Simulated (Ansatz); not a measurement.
Ge

Input file:

```
crystal:
  lattice:
    - [0.0, 2.88574, 5.115665]
    - [2.630497, 0.0, 5.115665]
    - [2.630497, 2.88574, 0.0]
  atoms:
    - { symbol: Ge, position: [0.72649, 0.27351, 0.72649] }
    - { symbol: Ge, position: [0.27351, 0.72649, 0.27351] }
    - { symbol: Ge, position: [0.218133, 0.218133, 0.781867] }
    - { symbol: Ge, position: [0.781867, 0.781867, 0.218133] }
hamiltonian:
  xc: { exchange: pbe, correlation: pbe, exx: { coeff: 0.4, omega: 0.2 } }
  pseudopotentials: { kind: paw }
kpoints:
  mp_grid: { grid: [4, 4, 4] }
scf:
  occupations: { method: fermi_dirac, width: 0.05 }
output:
  forces: true
  stress: true
  eigenvalues: true
  write_density: true
  write_potential: true
  elf: true
  volumetric_format: npy
```

Launched as:

```sh
ansatz run input.yaml --threads 2 --pin off --max-ram 5632MiB --backend cpu --events-out ev --progress --plain --runs-dir out
```

Below, planes, directions and counts refer to the conventional cell (a = 5.26 Å, b = 5.77 Å, c = 10.23 Å, α = 90.00°, β = 90.00°, γ = 90.00°).

Space group Fmmm; a structure from a database of computed crystals, not necessarily the ambient phase; computed pressure about −5 GPa in this cell.

Computed with Ansatz 0.2.0, Kohn-Sham DFT of a periodic cell, HSE06 form with a typed share of exact exchange, Ansatz PAW.

In a PAW calculation such maps are meaningful between the atoms, not at the nuclei.

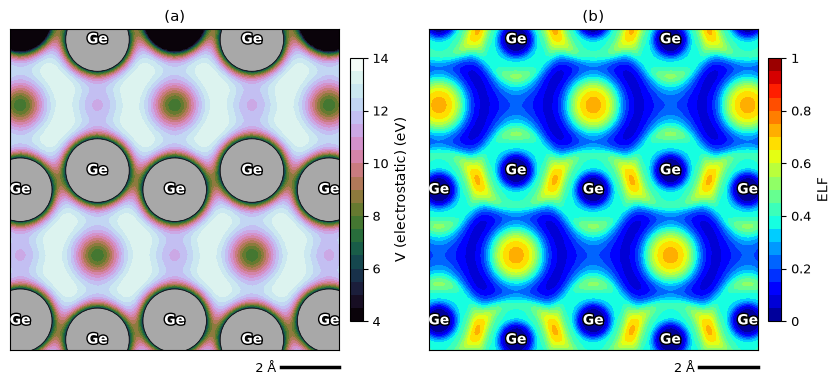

Figure 1. (a) electrostatic potential energy of an electron; (b) electron localisation function on the (010) plane of the conventional cell. Grey discs cover the atomic cores in the potential map.

Question: What do the fields say about this system?

Answer:
- Atoms in the plane: Ge.
- Ge–Ge (2.71 Å): the ELF peaks at about 0.70 between the atoms.
- Outside the cores the potential energy rises away from the atoms and is highest about 2.0 Å from the nearest atoms; its zero is arbitrary.

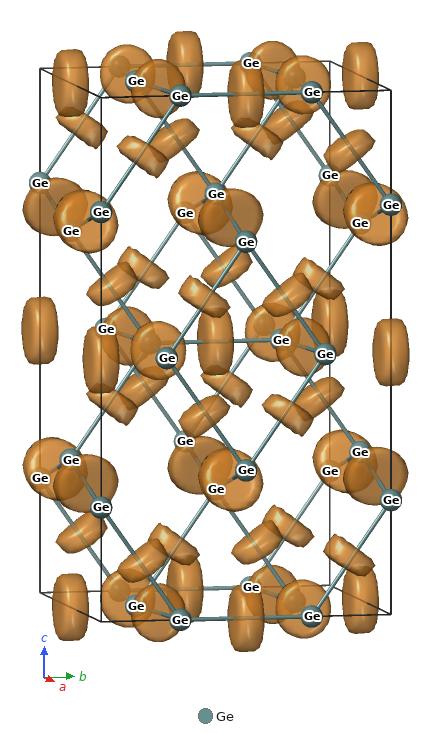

Figure 2. Isosurface of the electron localisation function at 0.55 (orange), seen slightly off an axis. Only the valence region is drawn (cores and ρ < 0.01 e/Å³ removed). Sticks mark near contacts.

Question: What do the ELF domains correspond to?

Answer: The surface consists of 36 regions between bonded Ge–Ge atoms, counted in one cell of 16 atoms. Regions shared between cells count once. Profiles from the grid: Ge–Ge (2.61 Å): the ELF peaks at about 0.70 between the atoms.

Question: Metal or insulator at this level of theory?

Answer: It is gapless in this calculation (a metal or semimetal).
